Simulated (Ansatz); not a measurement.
**Two runs on Si**

System: Si (2 atoms in the cell).
Method of the first run: DFT PBE, scalar-relativistic, plane waves, PAW, no spin polarisation (Ansatz 0.2.0).

The structure derives from an entry of the Crystallography Open Database. Text and figures count atoms from 1; the logs count them from 0 in places.

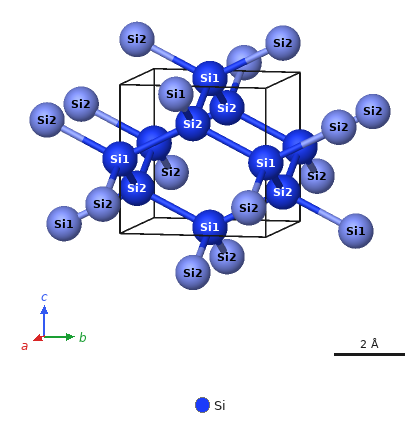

Fig. 1: The input geometry (ball-and-stick view of the cell 2 times as large as that of the calculation, set on its symmetry axes, seen slightly off an axis; neighbours outside the cell are drawn fainter; atoms are numbered from 1 in the order of the input). An atom can appear more than once, as a periodic image. Near neighbours in the periodic cell (some may lie outside the picture): Si has 4 Si at 2.41 Å.

## The input, the first run
```yaml
crystal:
  lattice:
    - [0.0, 3.048165462, 2.1550529816]
    - [3.048165462, 0.0, 2.1550529816]
    - [3.048165462, 3.048165462, 0.0]
  atoms:
    - { symbol: Si, position: [0.5, 0.5, 0.5] }
    - { symbol: Si, position: [0.75, 0.75, 0.75] }
basis:
  ecutwfc: 420
kpoints:
  mp_grid: { grid: [10, 10, 10] }
hamiltonian:
  xc: pbe
scf:
  occupations: { method: gaussian, width: 0.05 }
output:
  forces: true
  stress: true
  eigenvalues: true
```

Command:
```bash
ansatz run input.yaml --threads 1 --pin off --max-ram 2560MiB --backend cpu --events-out ev --progress --plain --runs-dir out
```

Hardware: 1 thread of Intel Xeon @ 2.50GHz (Skylake/Cascade Lake), 189 GiB of memory available, shared host.

## Output, shortened to warnings, some set-up lines, iterations and results (the first run)
```
Basis set: ecut = 420 eV, 767 PW (Γ), exchange–correlation on 50×50×60 points (8 copies of the dense FFT grid, shifted against one another)
Symmetry: 16 space group operations
k-points: 102 of 1000
Initial density: superposition of atomic densities (neutral atoms: chi_scale 0, normalization atom), corrected by the library's trained network
[...]
SCF iter   1: F=—  HF=-1271.082816 eV  |F-HF|=—  |Δ(HF+E_count)|=         —  Δρ=1.75e-3  dr2=1.08e-3  ethr=1.77e-3  ⟨swp⟩=6.0  Hψ=7182  notcnv=0
SCF iter   2: F=—  HF=-1271.083206 eV  |F-HF|=—  |Δ(HF+E_count)|=   3.90e-4  Δρ=8.64e-4  dr2=2.50e-4  ethr=1.35e-5  ⟨swp⟩=1.9  Hψ=1843  notcnv=0
SCF iter   3: F=—  HF=-1271.083319 eV  |F-HF|=—  |Δ(HF+E_count)|=   1.13e-4  Δρ=9.39e-5  dr2=2.63e-6  ethr=3.13e-6  ⟨swp⟩=2.2  Hψ=1221  notcnv=0
SCF iter   4: F=—  HF=-1271.083324 eV  |F-HF|=—  |Δ(HF+E_count)|=   5.14e-6  Δρ=1.37e-5  dr2=8.98e-8  ethr=3.28e-8  ⟨swp⟩=2.3  Hψ=1164  notcnv=0
SCF iter   5: F=-1271.083324 eV  HF=-1271.083324 eV  |F-HF|=6.66e-9  |Δ(HF+E_count)|=   8.97e-8  Δρ=5.02e-6  dr2=5.50e-9  ethr=1.12e-9  ⟨swp⟩=2.5  Hψ=1196  notcnv=0
SCF iter   6: F=-1271.083324 eV  HF=-1271.083324 eV  |F-HF|=1.70e-10  |Δ(HF+E_count)|=   7.45e-9  Δρ=1.34e-6  dr2=4.06e-10  ethr=6.87e-11  ⟨swp⟩=1.9  Hψ=2669  notcnv=0
SCF 1 converged in 6 iterations: F = -1271.083324 eV  dr2 = 4.06e-10
SCF converged after 6 iterations
Free energy (F): -1271.083324 eV
Harris-Foulkes:  -1271.083324 eV  (|F-HF|=1.70e-10)
Internal energy: -1271.082907 eV  (E = F + TS)
E sigma→0 (E₀):  -1271.083115 eV
Entropy (-TS):   -0.000417 eV (-0.209 meV/atom)
Fermi energy:    6.201094 eV
--- Per-component energies (eV) ---
  E_band       = 10.693532
  E_kinetic    = 78.761688
  E_local      = -45.785825  (includes V_loc(G=0)·N_el)
  E_nonlocal   = 51.295126
  E_hartree    = 11.718024
  E_xc         = -109.571460
  E_vxc        = -92.428541  (∫ρ·V_xc dr)
  E_paw        = -1025.152513  (= ΣΔE_a)
  E_vpaw       = -4.585007  (= ΣTr[D̂ρ^β])
  E_aug_tail   = 0.000012  (compensation charges beyond the density's cutoff)
  E_ewald      = -232.347959
  E_smearing   = -0.000417  (= −TS)
  E_closure    = 0.000000  (closes the sum)
  Σ components = -1271.083324   (vs F -1271.083324, Δ=0.00e0)
--- Forces (eV/Å), atoms counted from 1 ---
  atom   1  Si    -0.00000000     0.00000000     0.00000000
  atom   2  Si    -0.00000000     0.00000000     0.00000000
  max |Σ_I F_I| component: 4.16e-17 eV/Å
--- Stress (GPa, compression-positive) ---
       -7.034160       0.000000       0.000000
        0.000000      -7.034160       0.000000
        0.000000       0.000000       5.546062
  P = ⅓ Tr σ = -2.8408 GPa (-28.408 kbar)
```

The input of the second run differs as follows (lines with − go, lines with + come):
```diff
-    - [0.0, 3.048165462, 2.1550529816]
-    - [3.048165462, 0.0, 2.1550529816]
-    - [3.048165462, 3.048165462, 0.0]
+    - [0.0, 2.9499419844, 2.3009547478]
+    - [2.9499419844, 0.0, 2.3009547478]
+    - [2.9499419844, 2.9499419844, 0.0]
```

How does the second run compare with the first run?

With the same functional and potentials, the second run lies 102.3 meV per atom lower. The pressure goes from −2.84 to −0.61 GPa. The number of SCF iterations is the same. The plane waves at Γ go from 767 to 779.

## Output, shortened to warnings, some set-up lines, iterations and results (the second run)
```
Basis set: ecut = 420 eV, 779 PW (Γ), exchange–correlation on 54×54×60 points (8 copies of the dense FFT grid, shifted against one another)
Symmetry: 16 space group operations
k-points: 102 of 1000
Initial density: superposition of atomic densities (neutral atoms: chi_scale 0, normalization atom), corrected by the library's trained network
[...]
SCF iter   1: F=—  HF=-1271.287404 eV  |F-HF|=—  |Δ(HF+E_count)|=         —  Δρ=1.54e-3  dr2=8.04e-4  ethr=1.77e-3  ⟨swp⟩=6.1  Hψ=7310  notcnv=0
SCF iter   2: F=—  HF=-1271.287805 eV  |F-HF|=—  |Δ(HF+E_count)|=   4.02e-4  Δρ=9.80e-4  dr2=3.72e-4  ethr=1.01e-5  ⟨swp⟩=1.9  Hψ=1839  notcnv=0
SCF iter   3: F=—  HF=-1271.287957 eV  |F-HF|=—  |Δ(HF+E_count)|=   1.51e-4  Δρ=2.10e-4  dr2=1.23e-5  ethr=4.65e-6  ⟨swp⟩=2.9  Hψ=1242  notcnv=0
SCF iter   4: F=—  HF=-1271.287959 eV  |F-HF|=—  |Δ(HF+E_count)|=   2.50e-6  Δρ=8.59e-5  dr2=1.65e-6  ethr=1.53e-7  ⟨swp⟩=1.1  Hψ=825  notcnv=0
SCF iter   5: F=-1271.287960 eV  HF=-1271.287960 eV  |F-HF|=2.00e-8  |Δ(HF+E_count)|=   1.20e-6  Δρ=1.71e-5  dr2=8.08e-8  ethr=2.06e-8  ⟨swp⟩=2.4  Hψ=1184  notcnv=0
SCF iter   6: F=-1271.287960 eV  HF=-1271.287960 eV  |F-HF|=2.24e-9  |Δ(HF+E_count)|=   1.18e-8  Δρ=5.58e-6  dr2=8.74e-9  ethr=1.01e-9  ⟨swp⟩=2.9  Hψ=2704  notcnv=0
SCF 1 converged in 6 iterations: F = -1271.287960 eV  dr2 = 8.74e-9
SCF converged after 6 iterations
Free energy (F): -1271.287960 eV
Harris-Foulkes:  -1271.287960 eV  (|F-HF|=2.24e-9)
Internal energy: -1271.287517 eV  (E = F + TS)
E sigma→0 (E₀):  -1271.287739 eV
Entropy (-TS):   -0.000443 eV (-0.222 meV/atom)
Fermi energy:    6.174625 eV
--- Per-component energies (eV) ---
  E_band       = 10.075017
  E_kinetic    = 79.748912
  E_local      = -49.917472  (includes V_loc(G=0)·N_el)
  E_nonlocal   = 51.608573
  E_hartree    = 13.171389
  E_xc         = -109.955774
  E_vxc        = -92.936164  (∫ρ·V_xc dr)
  E_paw        = -1025.362699  (= ΣΔE_a)
  E_vpaw       = -4.771230  (= ΣTr[D̂ρ^β])
  E_aug_tail   = 0.000012  (compensation charges beyond the density's cutoff)
  E_ewald      = -230.580459
  E_smearing   = -0.000443  (= −TS)
  E_closure    = -0.000000  (closes the sum)
  Σ components = -1271.287960   (vs F -1271.287960, Δ=0.00e0)
--- Forces (eV/Å), atoms counted from 1 ---
  atom   1  Si     0.00000000    -0.00000000     0.00000000
  atom   2  Si    -0.00000000    -0.00000000     0.00000000
  max |Σ_I F_I| component: 6.94e-18 eV/Å
--- Stress (GPa, compression-positive) ---
       -4.719056       0.000000       0.000000
        0.000000      -4.719056       0.000000
        0.000000       0.000000       7.603207
  P = ⅓ Tr σ = -0.6116 GPa (-6.116 kbar)
```

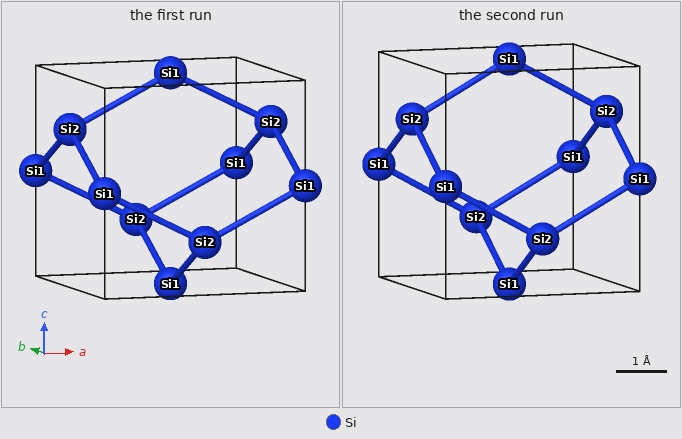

Fig. 2: The two input geometries at one scale (ball-and-stick view of the cell 2 times as large as that of the calculation, set on its symmetry axes, seen slightly off an axis). The atoms keep their places relative to the cell (all moves are under 0.005 Å). The drawn cell changes at constant volume: a = b 4.311 → 4.172 Å (−3.2 %), c 4.310 → 4.602 Å (+6.8 %). Among the contacts that change: Si1–Si2 2.410 → 2.382 Å.

## The two runs side by side

| quantity | the first run | the second run |
| --- | --- | --- |
| outcome | converged | converged |
| free energy per atom (eV) | −635.5417 | −635.6440 |
| gap on the mesh (eV) | 0.00 | 0.00 |
| pressure (GPa) | −2.84 | −0.61 |
| largest force (eV/Å) | 0.000 | 0.000 |
| SCF iterations | 6 | 6 |
| irreducible k-points | 102 | 102 |
| plane waves at Γ | 767 | 779 |
| wall time (shared host) | 4.4 s | 3.8 s |
